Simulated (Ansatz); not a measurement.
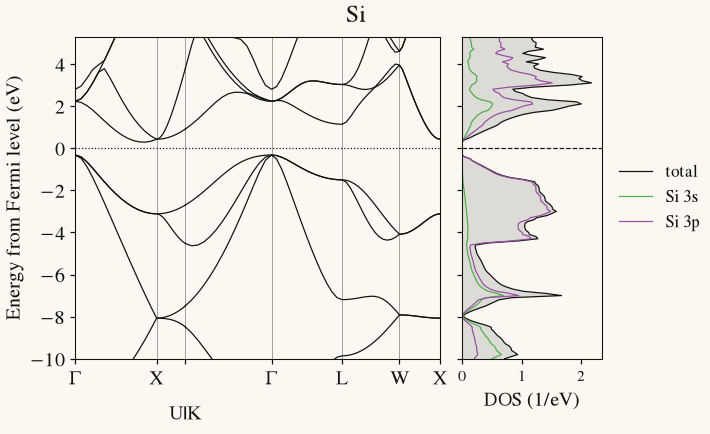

Write a caption that states what the plot shows.

Band structure and density of states of Si, space group Fd-3m (No. 227), 2 atoms in the cell. Computed with Ansatz 0.2.0: DFT PBE, scalar-relativistic, plane waves, PAW, no spin polarisation, 8×8×8 k mesh, Gaussian smearing of 0.02 eV. Energies are counted from the Fermi level. The partial curves are projected on Löwdin-orthogonalised atomic shells.

A semiconductor. The gap along this path is 0.61 eV and indirect, from the valence-band top at Γ to the conduction-band bottom between Γ and X; the smallest direct gap is 2.55 eV, at Γ. Three bands meet at the valence-band top at Γ: it is triply degenerate (spin aside). The top valence band spans 3.8 eV and the lowest conduction band 3.7 eV. The direct gaps are 8.03 eV at W, 3.55 eV at X and 2.64 eV at L.

The structure is an invented one, so it need not be a known or stable phase.
